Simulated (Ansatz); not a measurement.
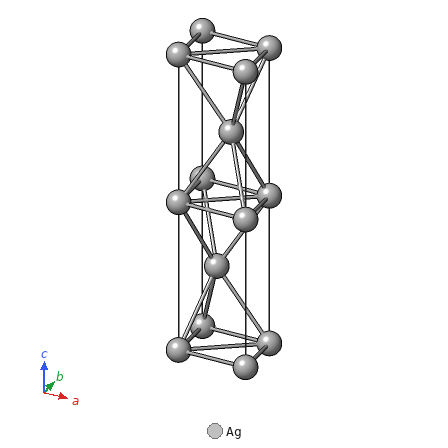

System: Ag, space group P6_3/mmc (No. 194). The picture shows the cell.

Starting cell:
```yaml
crystal:
  lattice:
    - [2.87095, 0.00000, 0.00000]
    - [-1.43548, 2.48632, 0.00000]
    - [0.00000, 0.00000, 9.33806]
  atoms:
    - { symbol: Ag, position: [0.33333, 0.66667, 0.25000] }
    - { symbol: Ag, position: [0.66667, 0.33333, 0.75000] }
    - { symbol: Ag, position: [0.00000, 0.00000, 0.00000] }
    - { symbol: Ag, position: [0.00000, 0.00000, 0.50000] }
```

How it was computed, with Ansatz 0.2.0: one atom of a crystal moved along a line, all else fixed, by plane-wave density functional theory with PAW datasets, free energies less that of the undisturbed cell; scalar-relativistic. Level: PBEsol, no spin polarisation.

- wave cutoff: 420 eV
- k mesh: 18×18×6
- occupations: Gaussian
- smearing width: 0.15 eV
- k shift: (0, 0, 0) (mesh steps)
- start: relaxed
- moved atom: 1
- direction: (0.5774, 0.5774, 0.5774) (Cartesian unit vector)

Predict the energy change and force along the direction (sum over moved atoms) against displacement. The displacement takes the values −0.45, −0.15, 0.00, 0.30 Å.

The energy rises on both sides of the starting structure, which is therefore a minimum along this path. The energy change is 0.3317 eV/cell at displacement −0.45 Å and 0.1505 eV/cell at 0.30 Å; the lowest computed point is at displacement 0.00 Å (0.0000 eV/cell), and no other minimum shows. The force along the direction (sum over moved atoms) falls from 1.66 eV/Å at displacement −0.45 Å to −1.12 eV/Å at 0.30 Å, and changes sign near 0.00 Å.

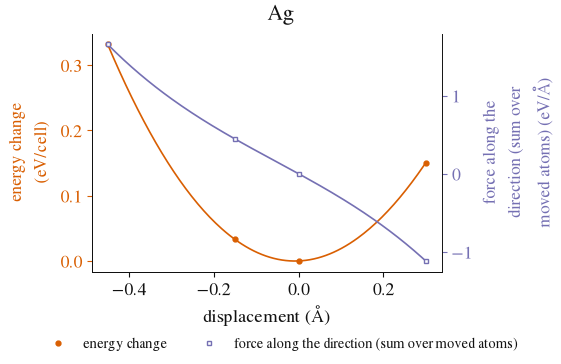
